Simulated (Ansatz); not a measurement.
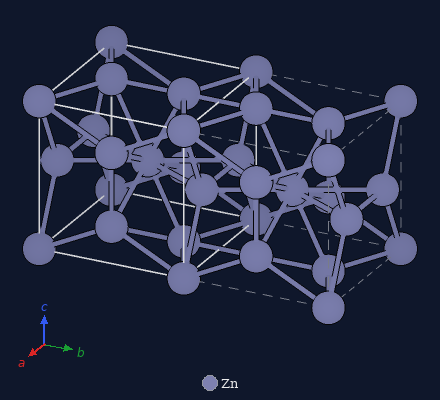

Zn (Pm-3n, No. 223): a calculation's starting geometry; the starting structure was generated, so it need not be a known form of this composition.

```
CELL_PARAMETERS angstrom
5.04268 0.00000 0.00000
0.00000 5.04268 0.00000
0.00000 0.00000 5.04268
ATOMIC_POSITIONS crystal
Zn 0.00000 0.00000 0.00000
Zn 0.50000 0.50000 0.50000
Zn 0.25000 0.00000 0.50000
Zn 0.75000 0.00000 0.50000
Zn 0.50000 0.25000 0.00000
Zn 0.50000 0.75000 0.00000
Zn 0.00000 0.50000 0.25000
Zn 0.00000 0.50000 0.75000
```

### What will a dark-field STEM-like image along [211] show? Simulated incoherent Z contrast: every atom adds Z^1.6 spread by a probe of 0.50 Å full width; channelling and multiple scattering are left out. The probe carries 25 % of its weight in a tail 2.5 times as wide. Shot noise was added.

The columns repeat on a rectangular net of 2.91 × 3.57 Å (plane group p2mg). The brightest columns hold 2 Zn per repeat; in falling brightness follow 1 Zn (about 50 %). Brightness is counted from the darkest point of the image. The closest visible columns (Zn and Zn) are 0.89 Å apart in projection. Along the beam the structure repeats every 12.35 Å.

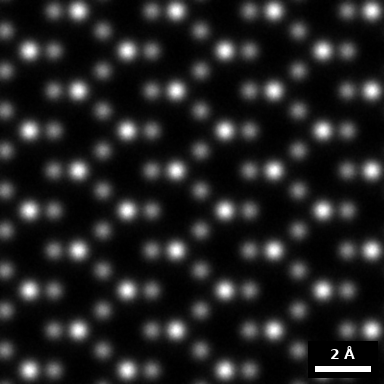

The simulated image.
